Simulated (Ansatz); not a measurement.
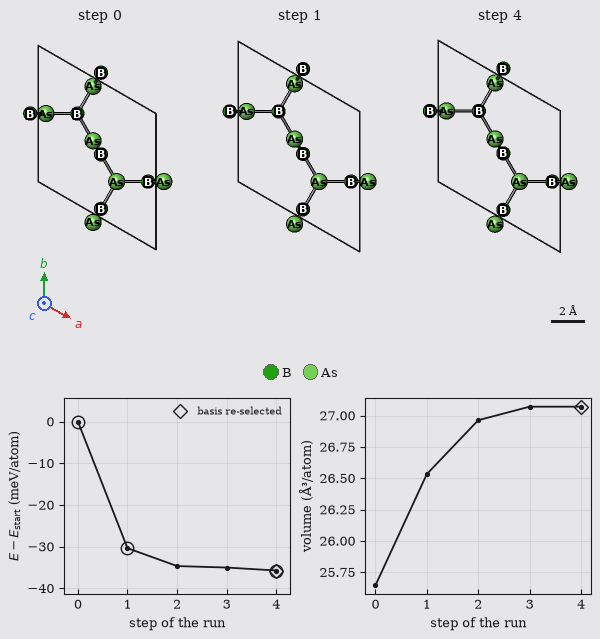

Frames of a relaxation of a crystal of BAs (a generated structure, set up in P-6m2) (coarse preliminary run), marked on the history of the run. Style: ball-and-stick. Shown: the cell of the calculation, along the c axis.

Computed with DFT PBE, scalar-relativistic, plane waves, PAW in Ansatz 0.2.0. (plane-wave cutoff 420 eV; k-point mesh 3 × 3 × 6; occupations gaussian; smearing width 0.1 eV; no spin polarisation; cell and atoms relaxed; force threshold 0.04 eV/Å; at most 70 steps)

Question: Describe the path.

Answer: The largest moves relative to the cell, 0.017 Å, are those of As atoms. B stays in place. Cell: a = b 8.398 → 8.716 Å (+3.8 %), c 3.359 → 3.292 Å (−2.0 %). Volume +5.6 %. Some distances before and after: As–B 1.939 → 2.012 Å. Bond angles that change, for instance: B–As–B 120.0° → 116.2°, As–B–As 120.0° → 116.2°. The space group stays P-6m2 (No. 187). Over 3 accepted moves (4 points after the start) the energy falls by 35.7 meV per atom. Largest force component: 0.49 eV/Å at the start, 0.0046 eV/Å at the end. The pressure goes from 3.18 to 0.00 GPa. The SCF was repeated once at an unchanged geometry on a basis and grid sized afresh for the cell, which shifted the energy by 0.7 meV per atom at most. The run took 100 s on 1 thread of Intel(R) Xeon(R) Processor @ 2.50GHz (Skylake/Cascade Lake) (shared host), peak memory 0.47 GiB. From step 0 to 1: As atoms move most (0.03 Å), volume +3.5 %, energy −30.4 meV per atom. From step 1 to 4: B atoms move most (0.02 Å), volume +2.0 %, energy −5.4 meV per atom.

```csv
step,"E − E(0), meV/atom","largest force component, eV/Å","pressure, GPa","volume, Å³/atom",note
0,0.00,0.4898,3.18,25.645,
1,-30.38,0.5626,1.16,26.533,
2,-34.67,0.1877,0.16,26.963,
3,-35.02,0.0046,-0.03,27.071,
4,-35.73,0.0046,0.00,27.071,"same geometry, new basis"
```
